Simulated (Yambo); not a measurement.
System: rocksalt BaTe, space group Fm-3m, 2 atoms in the primitive cell; cubic a = 6.820 Å. Starting point: LDA, PseudoDojo 0.4.1 SR LDA stringent, no spin polarisation, no spin-orbit coupling, 4×4×4 k mesh, 1170 eV cutoff, fixed occupations (Yambo 5.3.0). Many-body step: HF with cutoff of exchange and Vxc 86 Ry.

In LDA the smallest gap over these k points is 1.26 eV, with direct gaps of 1.63 eV at X and 2.81 eV at Γ.

Q: What does HF give?

A: Over the k points that were corrected, the smallest gap goes from 1.26 eV in LDA (Γ to X) to 6.89 eV in HF (Γ to X), a change of +5.63 eV (+448 %). Counted from the valence top, the lowest empty level moves by +5.63 eV at X and +6.27 eV at Γ: a spread of 0.64 eV on a mean of 5.95 eV, so one scissor shift doesn't describe this level. Only two empty levels a point were corrected, so a higher one could drop under them. The top filled level also moves against the valence top, by −0.22 eV at X.

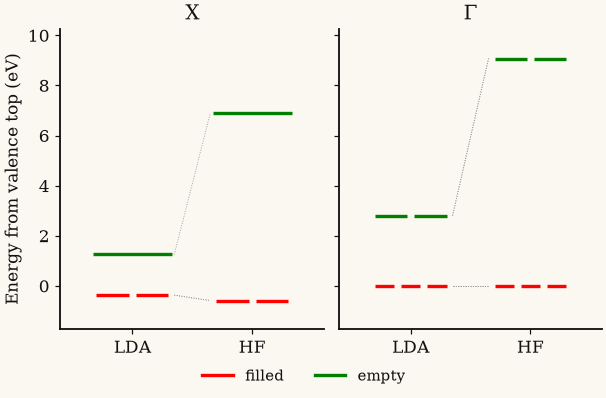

Levels at X and Γ in LDA and in HF, each set counted from its own valence top. Only the states that were corrected are drawn, so degenerate partners can be missing.

| k point | LDA direct gap (eV) | HF direct gap (eV) |
| --- | --- | --- |
| X | 1.63 | 7.48 |
| Γ | 2.81 | 9.07 |

Hartree-Fock has no screening and overstates gaps by far. Spin-orbit coupling is left out, which matters for Ba and Te. The k mesh is thin for exact exchange.
